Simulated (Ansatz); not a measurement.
# TaN/GaN/TaN under bias, part 2 of 4

What current flows through TaN/GaN/TaN, and is the curve linear and symmetric? Both electrodes are TaN rock salt(111); the barrier is GaN zinc blende(111) (whole bilayers). In the first transport cell, after relaxation, the nearest pair of electrode and barrier is Ta–N at 2.06 Å, along the normal, at the lower face and Ta–Ga at 3.04 Å, at a slant, at the upper one. All share a net of side 3.171 Å, which strains the lower electrode by +1.5 % and the barrier by -1.4 %, against typed lattice constants near PBE's. The first steps treat the bulk electrodes alone.

Ansatz 0.2.0; PBE DFT, plane waves, PAW files (the session's first sound run).

So far: The structure; The strained electrode.

## 3. Relaxation

System of this step: TaN/GaN/TaN. The cell holds 14 atoms: 7 N, 4 Ta and 3 Ga. Cell: a = 3.171 Å, b = 3.171 Å, c = 34.346 Å, α = 90.0°, β = 90.0°, γ = 120.0°. Vacuum lies along c.

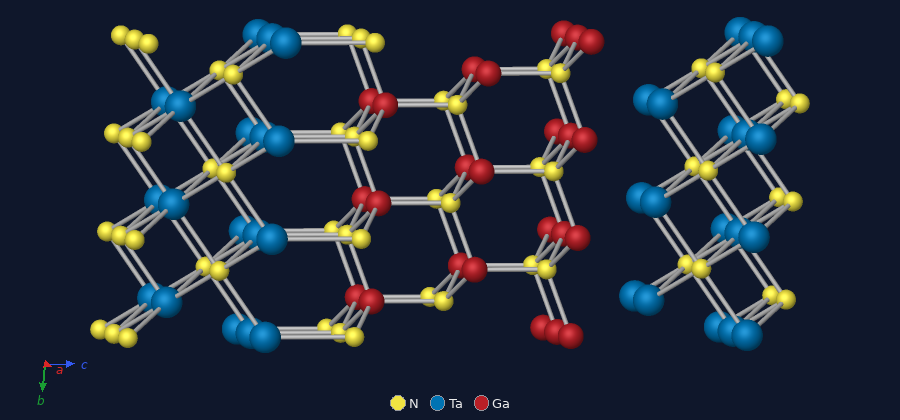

The cell of this step (nitrogen yellow, tantalum blue, gallium red). Bonds to atoms that aren't drawn are left out. 2×3×1 cells are drawn. Some periodic images of atoms are drawn too.

The starting distances are typed guesses, too rough for a quantity that is exponential in distance. A short slab in vacuum serves: only the barrier and the layers next to it are taken over, and later cells can add or drop layers in the barrier's middle. The dipole correction removes the field that unlike faces would set up across the vacuum.

Contents of input.yaml:

```yaml
crystal:
  lattice:
    - [3.171, 0.0, 0.0]
    - [-1.5855, 2.7461665554, 0.0]
    - [0.0, 0.0, 34.3463298771]
  atoms:
    - { symbol: "N", position: [0.0, 0.0, 0.2329215386] }
    - { symbol: Ta, position: [0.33333333, 0.66666667, 0.2696915875] }
    - { symbol: "N", position: [0.66666667, 0.33333333, 0.3064616365] }
    - { symbol: Ta, position: [0.0, 0.0, 0.3432316855] }
    - { symbol: "N", position: [0.0, 0.0, 0.4148550586] }
    - { symbol: Ga, position: [0.33333333, 0.66666667, 0.434168817] }
    - { symbol: "N", position: [0.33333333, 0.66666667, 0.4921100923] }
    - { symbol: Ga, position: [0.66666667, 0.33333333, 0.5114238507] }
    - { symbol: "N", position: [0.66666667, 0.33333333, 0.5693651259] }
    - { symbol: Ga, position: [0.0, 0.0, 0.5886788844] }
    - { symbol: Ta, position: [0.33333333, 0.66666667, 0.6567683145] }
    - { symbol: "N", position: [0.66666667, 0.33333333, 0.6935383635] }
    - { symbol: Ta, position: [0.0, 0.0, 0.7303084125] }
    - { symbol: "N", position: [0.33333333, 0.66666667, 0.7670784614] }
kpoints:
  mp_grid: { grid: [8, 8, 1] }
scf:
  occupations: { method: fermi_dirac, width: 0.1 }
  max_iter: 150
hamiltonian:
  xc: pbe
efield:
  axis: 3
  dipole_correction: true
relax:
  f_tol: 0.04
  max_steps: 60
output:
  forces: true
```

The run is started by

```
> ansatz run input.yaml --threads 4 --pin off --max-ram 16384MiB --backend cpu --events-out ev --progress --plain --runs-dir out
```

Numbers of over 12 decimals in the logs are rounded to 6 here.

The log of the run:

```text
[...]
Crystal: 14 atoms, lattice volume = 299.091 Å³
Basis set: ecut = 420 eV, 5839 PW (Γ), exchange–correlation on 48×48×480 points (8 copies of the dense FFT grid, shifted against one another)
Bands: 77, of which v1, the nominal top of the filled ones, is band 63 counted from 1 (62 counted from 0)
Symmetry: 6 space group operations
[...]
k-points: 10 of 64 (time reversal used)
[...]
SCF iter   1: F=—  HF=-53770.827265 eV  |F-HF|=—  |Δ(HF+E_count)|=         —  Δρ=1.02e-2  dr2=9.57e0  ethr=1.77e-3  p=0.006 e·Å  D=3.52e-3 V/Å  ΔV_dip=-0.12 eV  dr2_dipole=4.15e0  V_vac-E_F(+/−)=6.93/7.05 eV  ⟨swp⟩=7.7  Hψ=3480  notcnv=0  defer=4
efield: sawtooth ramp at fractional position 0.9500 (placed from the atoms, in the widest stretch of the axis that holds none; the zero of the levels goes with the place), width 0.1000; the density the first Hamiltonian is built on has a dipole p = 0.006 e·Å; the dipole correction subtracts the counter field D = 3.52e-3 V/Å, which shifts the + side's vacuum level by -0.12 eV against the − side's; the planar-averaged density in the ramp window peaks in size at 6.6e-5 e/Å³
[...]
SCF iter   2: F=—  HF=-53770.734238 eV  |F-HF|=—  |Δ(HF+E_count)|=   9.30e-2  Δρ=7.70e-3  dr2=1.90e0  ethr=1.77e-3  p=0.005 e·Å  D=3.11e-3 V/Å  ΔV_dip=-0.11 eV  dr2_dipole=7.17e-1  V_vac-E_F(+/−)=7.79/7.90 eV  ⟨swp⟩=2.1  Hψ=1012  notcnv=0  defer=19
[...]
SCF iter   7: F=-53770.683443 eV  HF=-53770.683453 eV  |F-HF|=9.53e-6  |Δ(HF+E_count)|=   1.93e-6  Δρ=2.43e-5  dr2=7.90e-6  ethr=3.17e-8  p=0.005 e·Å  D=3.15e-3 V/Å  ΔV_dip=-0.11 eV  dr2_dipole=3.59e-6  V_vac-E_F(+/−)=7.55/7.66 eV  ⟨swp⟩=5.0  Hψ=2915  notcnv=0
SCF 1 converged in 7 iterations: F = -53770.683443 eV  dr2 = 7.90e-6
[...]
relax step   1: F+E_penalty+E_count = -53770.68344302 eV  Δ(F+E_penalty+E_count) = +0.000e0 eV  max|allowed force component| = 4.829e0 eV/Å  Δτ_max = 0.0000 Å  (7 SCF iters, dr2 threshold 4.00e-5 eV, accepted)
[...]
SCF iter   1: F=—  HF=-53773.426134 eV  |F-HF|=—  |Δ(HF+E_count)|=         —  Δρ=2.02e-2  dr2=3.83e0  ethr=3.03e-3  p=0.005 e·Å  D=3.15e-3 V/Å  ΔV_dip=-0.11 eV  dr2_dipole=1.48e0  V_vac-E_F(+/−)=7.40/7.51 eV  ⟨swp⟩=1.2  Hψ=3057  notcnv=0  defer=15
efield: sawtooth ramp at fractional position 0.9500 (handed on by an earlier solve), width 0.1000; the density the first Hamiltonian is built on has a dipole p = 0.005 e·Å; the dipole correction subtracts the counter field D = 3.15e-3 V/Å, which shifts the + side's vacuum level by -0.11 eV against the − side's; the planar-averaged density in the ramp window peaks in size at 9.4e-6 e/Å³
[...]
SCF iter   2: F=—  HF=-53773.367036 eV  |F-HF|=—  |Δ(HF+E_count)|=   5.91e-2  Δρ=2.05e-2  dr2=3.96e0  ethr=3.03e-3  p=-0.022 e·Å  D=-1.34e-2 V/Å  ΔV_dip=0.46 eV  dr2_dipole=1.54e0  V_vac-E_F(+/−)=5.24/4.78 eV  ⟨swp⟩=3.6  Hψ=1421  notcnv=0  defer=15
[...]
SCF iter   7: F=-53772.964143 eV  HF=-53772.964230 eV  |F-HF|=8.64e-5  |Δ(HF+E_count)|=   1.67e-5  Δρ=7.89e-5  dr2=6.31e-5  ethr=7.94e-8  p=-0.006 e·Å  D=-3.41e-3 V/Å  ΔV_dip=0.12 eV  dr2_dipole=3.00e-5  V_vac-E_F(+/−)=6.06/5.94 eV  ⟨swp⟩=4.2  Hψ=3244  notcnv=0
SCF 2 converged in 7 iterations: F = -53772.964143 eV  dr2 = 6.31e-5
[...]
relax step   2: F+E_penalty+E_count = -53772.96414347 eV  Δ(F+E_penalty+E_count) = -2.281e0 eV  max|allowed force component| = 1.404e0 eV/Å  Δτ_max = 0.1945 Å  (7 SCF iters, dr2 threshold 1.00e-4 eV, accepted)
[...]
SCF iter   7: F=-53773.346408 eV  HF=-53773.346429 eV  |F-HF|=2.07e-5  |Δ(HF+E_count)|=   7.61e-5  Δρ=6.15e-5  dr2=2.12e-5  ethr=7.94e-8  p=-0.006 e·Å  D=-3.74e-3 V/Å  ΔV_dip=0.13 eV  dr2_dipole=1.12e-6  V_vac-E_F(+/−)=5.69/5.56 eV  ⟨swp⟩=3.9  Hψ=3488  notcnv=0
SCF 3 converged in 7 iterations: F = -53773.346408 eV  dr2 = 2.12e-5
relax step   3: F+E_penalty+E_count = -53773.34640824 eV  Δ(F+E_penalty+E_count) = -3.823e-1 eV  max|allowed force component| = 5.986e-1 eV/Å  Δτ_max = 0.1947 Å  (7 SCF iters, dr2 threshold 1.00e-4 eV, accepted)
[...]
relax step   4: F+E_penalty+E_count = -53773.37572299 eV  Δ(F+E_penalty+E_count) = -2.931e-2 eV  max|allowed force component| = 5.252e-1 eV/Å  Δτ_max = 0.1333 Å  (7 SCF iters, dr2 threshold 3.03e-5 eV, accepted)
[...]
relax step   5: F+E_penalty+E_count = -53773.39389631 eV  Δ(F+E_penalty+E_count) = -1.817e-2 eV  max|allowed force component| = 3.729e-1 eV/Å  Δτ_max = 0.0587 Å  (6 SCF iters, dr2 threshold 5.02e-5 eV, accepted)
[...]
relax step   6: F+E_penalty+E_count = -53773.39822685 eV  Δ(F+E_penalty+E_count) = -4.331e-3 eV  max|allowed force component| = 3.949e-2 eV/Å  Δτ_max = 0.0143 Å  (4 SCF iters, dr2 threshold 7.01e-5 eV, accepted)
[...]
SCF iter   5: F=-53773.398283 eV  HF=-53773.398283 eV  |F-HF|=1.85e-8  |Δ(HF+E_count)|=   9.14e-8  Δρ=1.99e-6  dr2=3.40e-8  ethr=7.94e-11  p=-0.005 e·Å  D=-3.12e-3 V/Å  ΔV_dip=0.11 eV  dr2_dipole=7.91e-9  V_vac-E_F(+/−)=5.74/5.63 eV  ⟨swp⟩=4.1  Hψ=3547  notcnv=0
SCF 7 converged in 5 iterations: F = -53773.398283 eV  dr2 = 3.40e-8
relax step   7: F+E_penalty+E_count = -53773.39828299 eV  Δ(F+E_penalty+E_count) = -5.614e-5 eV  max|allowed force component| = 3.757e-2 eV/Å  Δτ_max = 0.0000 Å  (5 SCF iters, accepted)
SCF converged after 5 iterations
Free energy (F): -53773.398283 eV
[...]
Internal energy: -53773.213177 eV  (E = F + TS)
E sigma→0 (E₀):  -53773.305730 eV
Entropy (-TS):   -0.185106 eV (-13.222 meV/atom)
Fermi energy:    5.747839 eV
Dipole field:    D = -0.003219 V/Å  (p = -0.005320 e·Å, saw-weighted, corrected)
Work function:   Φ+ = 5.7369 eV   Φ− = 5.6264 eV
Levels:          The Fermi level and band energies are counted from a zero that moves with the ramp; work functions are not
[...]
--- Forces (eV/Å), atoms counted from 1 ---
  atom   1  N      0.00000000     0.00000000    -0.00219175
  atom   2  Ta     0.00000000     0.00000000    -0.00046552
  atom   3  N     -0.00000000    -0.00000000    -0.00551756
  atom   4  Ta     0.00000000     0.00000000     0.02911255
  atom   5  N      0.00000000    -0.00000000    -0.03075274
  atom   6  Ga    -0.00000000     0.00000000    -0.00215761
  atom   7  N      0.00000000    -0.00000000    -0.01288681
  atom   8  Ga     0.00000000     0.00000000     0.03757259
  atom   9  N      0.00000000    -0.00000000     0.00594840
  atom  10  Ga     0.00000000     0.00000000    -0.01205137
  atom  11  Ta    -0.00000000    -0.00000000    -0.00864118
  atom  12  N     -0.00000000     0.00000000     0.00018916
  atom  13  Ta     0.00000000    -0.00000000     0.00202487
  atom  14  N      0.00000000    -0.00000000    -0.00016605
  max |Σ_I F_I| component: 1.70e-5 eV/Å
--- Relaxed structure (7 steps of the walk, 7 accepted, 0 SCFs on fresh bases) ---
  F+E_penalty+E_count = -53773.39828299 eV   max|allowed force component| = 3.757e-2 eV/Å
  atoms:
    - { symbol: N, position: [1.375832592316731e-17, -1.3028127166238494e-17, 0.247461] }
    - { symbol: Ta, position: [0.333333, 0.666667, 0.273186] }
    - { symbol: N, position: [0.666667, 0.333333, 0.311703] }
    - { symbol: Ta, position: [1.0822231113432365e-17, -1.3028127166247111e-17, 0.350447] }
    - { symbol: N, position: [6.146146275398843e-18, -1.3028127166248368e-17, 0.410404] }
    - { symbol: Ga, position: [0.333333, 0.666667, 0.430361] }
    - { symbol: N, position: [0.333333, 0.666667, 0.487108] }
    - { symbol: Ga, position: [0.666667, 0.333333, 0.507455] }
    - { symbol: N, position: [0.666667, 0.333333, 0.564107] }
    - { symbol: Ga, position: [7.260944966901445e-18, -1.3028127166248262e-17, 0.587009] }
    - { symbol: Ta, position: [0.333333, 0.666667, 0.657511] }
    - { symbol: N, position: [0.666667, 0.333333, 0.693246] }
    - { symbol: Ta, position: [8.769068364394986e-18, -1.3028127166253622e-17, 0.732401] }
    - { symbol: N, position: [0.333333, 0.666667, 0.758203] }
```

It took 32 s on 4 threads of Arm Neoverse V1, shared host; peak memory 0.85 GiB.

Relaxation path:

```tsv
step	energy less that of the first step (eV)	largest force component (eV/Å)
1	0.0000	4.8286
2	-2.2807	1.4036
3	-2.6630	0.5986
4	-2.6923	0.5252
5	-2.7105	0.3729
6	-2.7148	0.0395
7	-2.7148	0.0376
```

The run keeps the 6 symmetry operations that it works with, so distortions that break them were not tested.

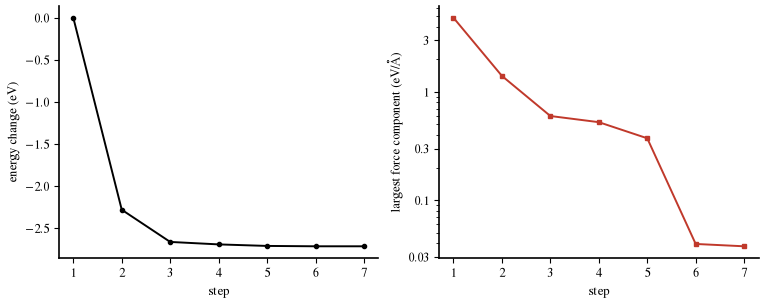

Energy and largest force along the relaxation.

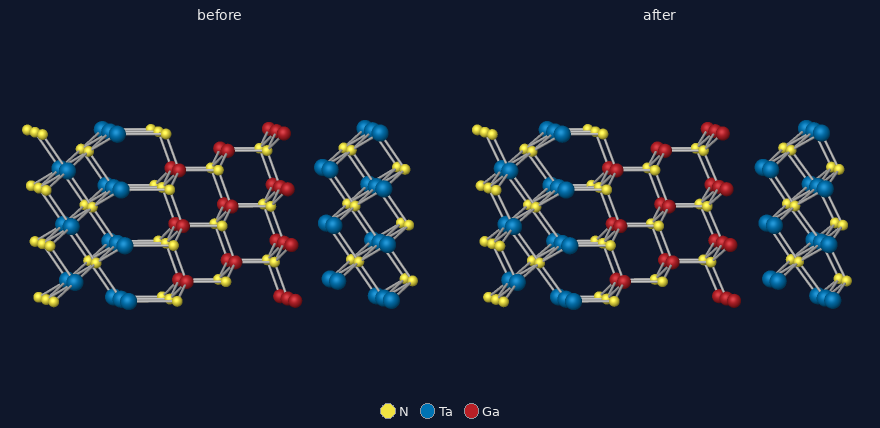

The structure before and after the relaxation, drawn at the same scale. Bonds to atoms that aren't drawn are left out.

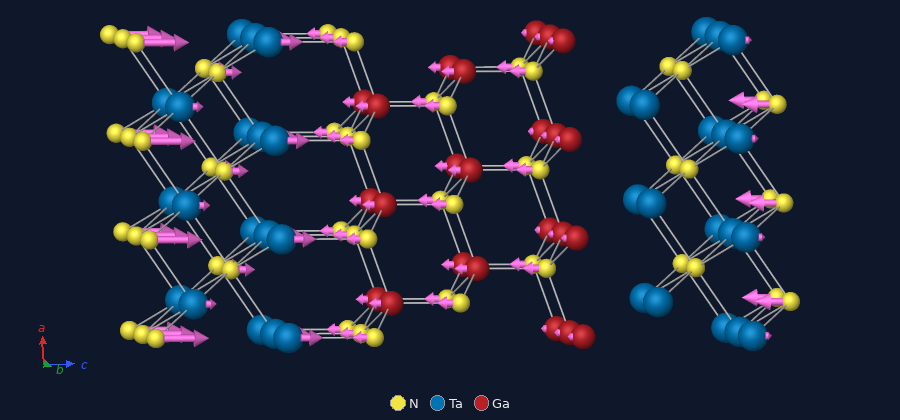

Displacements in the relaxation, exaggerated; the longest in the cell stands for 0.50 Å. Bonds to atoms that aren't drawn are left out. 3×2×1 cells are drawn. Some periodic images of atoms are drawn too.

The atoms that moved most (Å):

```tsv
atom	dx	dy	dz	length
N1	0.000	0.000	0.499	0.499
N14	0.000	0.000	-0.305	0.305
Ta4	0.000	0.000	0.248	0.248
N9	0.000	0.000	-0.181	0.181
N3	0.000	0.000	0.180	0.180
N7	0.000	0.000	-0.172	0.172
N5	0.000	0.000	-0.153	0.153
Ga8	0.000	0.000	-0.136	0.136
```

Numbers from this step:

| Quantity | Value |
| --- | --- |
| free energy | -53773.3983 eV |
| Fermi energy | 5.748 eV |
| work function, upper face | 5.737 eV |
| work function, lower face | 5.626 eV |
| dipole moment | -0.005320 e·Å |
| dipole field | -0.003219 V/Å |

The largest force component on a free atom ends at 0.038 eV/Å. The work functions of the outer faces are 5.63 and 5.74 eV.

(Part 2 of 4 ends here.)

[Logs are printed without paths, hosts, clocks, repeated set-up lines and the standing remarks that a program may print on its own settings, such as how far it seeks lower states.]

[Hosts, paths, dates, database ids (printed as entryN), source tags and the programs' standing remarks are cut or masked in the printed files.]
